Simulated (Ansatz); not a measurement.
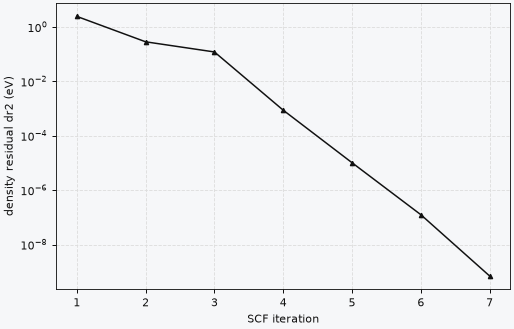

The plot shows the SCF iterations of a calculation: density residual dr2.

CaF2 (3 atoms in the cell), run with Ansatz.

```
crystal:
  lattice:
    - [0.0, 2.6630866621, 2.6630866621]
    - [2.6630866621, 0.0, 2.6630866621]
    - [2.6630866621, 2.6630866621, 0.0]
  atoms:
    - { symbol: Ca, position: [0.0, 0.0, 0.0] }
    - { symbol: F, position: [0.25, 0.25, 0.25] }
    - { symbol: F, position: [0.75, 0.75, 0.75] }
basis:
  ecutwfc: 420
kpoints:
  mp_grid: { grid: [8, 8, 8] }
hamiltonian:
  xc: lda
  hubbard: { sites: [{ species: F, l: p, u_eff: 40.0 }] }
scf:
  occupations: { method: gaussian, width: 0.02 }
  max_iter: 75
output:
  forces: true
  eigenvalues: true
  stress: true
```

Command:
```bash
ansatz run input.yaml --threads 1 --pin off --max-ram 3072MiB --backend cpu --events-out ev --progress --plain --runs-dir out
```

### Did the calculation converge?

It converged, after 7 iterations. The residual falls at every step.

### Read the residual at the first and at the last step drawn.

It starts near 2 and ends near 7 × 10⁻¹⁰ eV.

### Is anything amiss with this input?

The input holds a fault (an enormous or negative U). The SCF closed all the same, which doesn't make the results meaningful for the real system.
